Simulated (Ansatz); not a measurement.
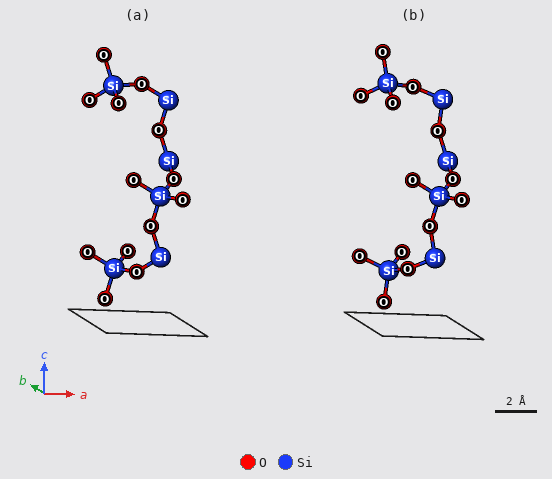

The structure of a slab of composition Si$_{6}$O$_{13}$ (cut from the I-42d phase) before (left) and after (right) a relaxation, at one scale.

The picture is a ball-and-stick view of the cell of the calculation, outlined in the plane, without the vacuum, seen slightly off an axis.

Case: (1 0 1) slab, atoms relaxed. The slab is the (1 0 1) face of SiO2.

Level of theory: DFT PBE, scalar-relativistic, plane waves, PAW (Ansatz 0.2.0). (plane-wave cutoff 420 eV; k-point mesh 6 × 6 × 1; occupations gaussian; smearing width 0.05 eV; no spin polarisation; dipole correction; atoms relaxed in a fixed cell; force threshold 0.02 eV/Å; at most 60 steps)

Q: What changed between the two?

A: The largest moves relative to the layer's centre, 0.33 Å, are those of O atoms. By element the largest moves are O 0.33 Å, Si 0.15 Å. The cell stays as it was. Among the contacts that change: O–Si 1.626 → 1.640 Å. Among the angles between lasting bonds that change: Si–O–Si 146.9° → 155.1°, Si–O–Si 146.9° → 151.7°, O–Si–O 110.9° → 106.5°. Over 9 geometry steps the energy falls by 63.6 meV per cell of the calculation. Largest force component: 0.73 eV/Å at the start, 0.0015 eV/Å at the end.
